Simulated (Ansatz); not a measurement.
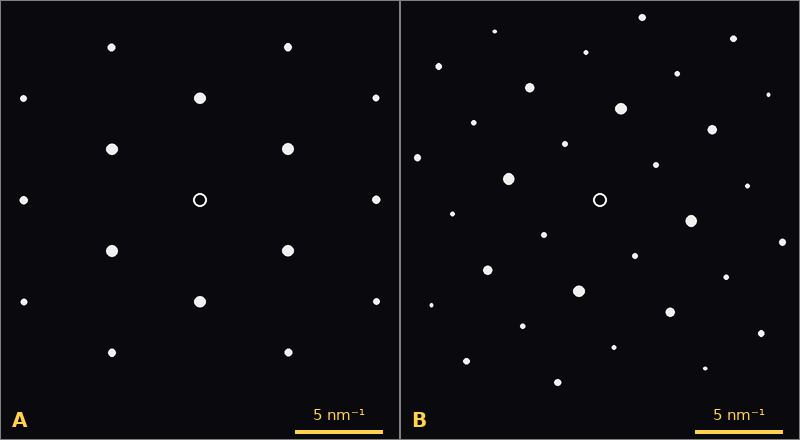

Kinematic electron diffraction patterns (200 kV, B = 0.5 Å², same scale, each along a low-index zone) of two structures of composition VSi, each relaxed at zero pressure with DFT PBE, scalar-relativistic, plane waves, PAW (Ansatz 0.2.0). The runs are not spin-polarised.

The structures (standard cells):
1. R-3m (No. 166), a = 3.418 Å, c = 8.649 Å (hexagonal axes), 6 atoms; generated start, possibly hypothetical
2. P4/mmm (No. 123), a = 2.627 Å, c = 3.721 Å, 2 atoms; generated start, possibly hypothetical

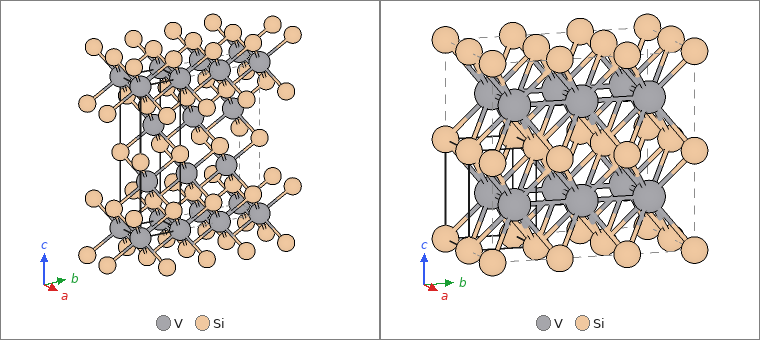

Drawings of the structures 1 to 2, from left to right (each may span several cells).

Q: Which pattern belongs to which structure, and along which zone?

A: A is structure 1 along [001]: hexagonal net of 2 -1 0 at d = 1.71 Å and 1 1 0 at d = 1.71 Å, 60.0° apart. B is structure 2 along [001]: square net of 1 0 0 at d = 2.63 Å and 0 1 0 at d = 2.63 Å, 90.0° apart.

Q: Rank the structures by their computed energy.

A: Structure 2 (P4/mmm, 12.84 Å³ an atom) is the lowest of these; structure 1 (R-3m, 14.59 Å³ an atom) lies about 260 meV an atom higher. These are static energies at 0 K; other structures, not shown, may lie lower still.
